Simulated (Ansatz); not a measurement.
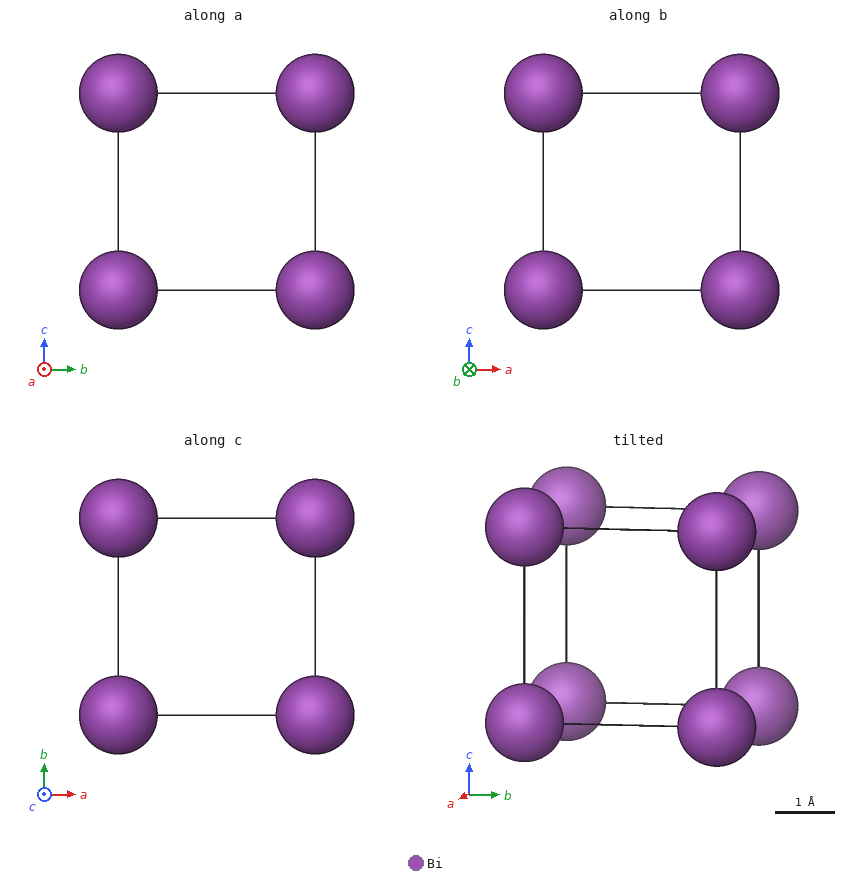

The figure gives a spheres-only picture of the atoms, viewed along the a axis, along the b axis, along the c axis and slightly off an axis. The conventional unit cell is outlined; an atom on or near a face, edge or corner is repeated at each equivalent position.

Lattice parameters: a = 3.3584 Å, b = 3.3584 Å, c = 3.3584 Å, α = 90.000°, β = 90.000°, γ = 90.000°.

**Give the structure in the form of a CIF with its space group and independent sites.**

```cif
data_structure
_symmetry_space_group_name_H-M 'P m -3 m'
_symmetry_Int_Tables_number 221
_cell_length_a 3.3584
_cell_length_b 3.3584
_cell_length_c 3.3584
_cell_angle_alpha 90.000
_cell_angle_beta 90.000
_cell_angle_gamma 90.000
_cell_volume 37.88
loop_
_atom_site_label
_atom_site_type_symbol
_atom_site_symmetry_multiplicity
_atom_site_Wyckoff_symbol
_atom_site_fract_x
_atom_site_fract_y
_atom_site_fract_z
_atom_site_occupancy
Bi1 Bi 1 a 0.0000 0.0000 0.0000 1
```

Starting structure: a structure type filled with this element by a generator (whether the element takes this form wasn't checked). The structure drawn was relaxed with DFT, BLYP, plane waves (420 eV) with PAW, scalar-relativistic in Ansatz 0.2.0.
